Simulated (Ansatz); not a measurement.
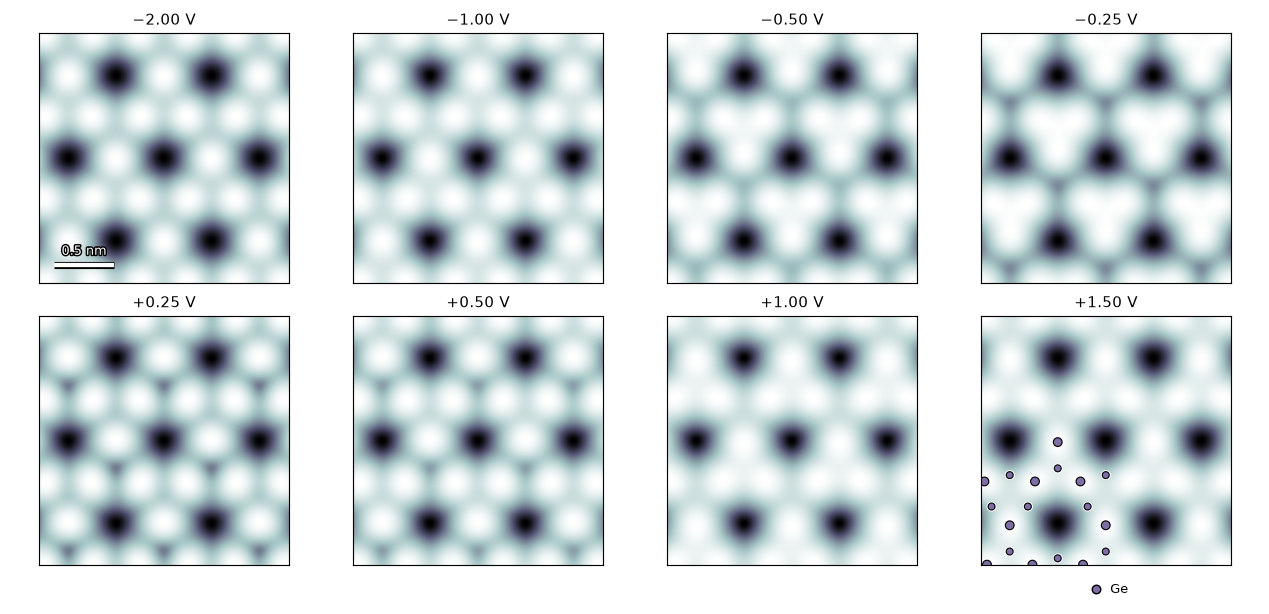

Constant-current images of Ge(001) (P6_3/mmc bulk, the cell from a database of computed structures, not from a measurement, 6 atomic planes (those closer than 0.6 Å count as one), 8 Å) with one Ge vacancy in a 2 × 2 cell at 8 sample biases, each on its own colour scale; the last has the atoms seen from above drawn over one corner (deeper ones smaller).

Tersoff–Hamann simulation (s-wave tip); biases are sample biases. Bias windows are sharp sums over the levels of the k mesh.

All numbers here come from DFT PBE, scalar-relativistic, plane waves, PAW in Ansatz. Cutoff 420 eV, 9 × 9 k-points, Gaussian smearing 0.1 eV, dipole correction. The slab is a cut without reconstruction beyond its cell, at the source's lattice constants, with its lower half held fixed and the rest relaxed. The defects repeat every 8.0 Å and interact, so states at the Fermi level and the work function belong to this dense array. This isn't the element's usual diamond form. No spin polarisation. The run warns that the functional's potential is rough in the thin density of the vacuum, where the tip is; weak contrasts and barriers may feel it.

How do the images change with bias?

Answer.
```csv
bias,set point (e/Å³),corrugation,brightest over
−2.00 V,5.8 × 10⁻⁶,1.3 Å,top Ge atoms
−1.00 V,5.0 × 10⁻⁶,1.6 Å,top Ge atoms
−0.50 V,2.7 × 10⁻⁶,1.5 Å,top Ge atoms
−0.25 V,1.4 × 10⁻⁶,1.5 Å,points 1.0 Å to the side of the top Ge atoms and top Ge atoms
+0.25 V,1.5 × 10⁻⁶,1.5 Å,top Ge atoms
+0.50 V,1.9 × 10⁻⁶,1.7 Å,top Ge atoms
+1.00 V,5.7 × 10⁻⁶,1.7 Å,top Ge atoms
+1.50 V,6.9 × 10⁻⁶,1.4 Å,top Ge atoms
```

The slab has states at the Fermi level, so this model gives a current down to small biases. Its work function (top face) is 4.89 eV.
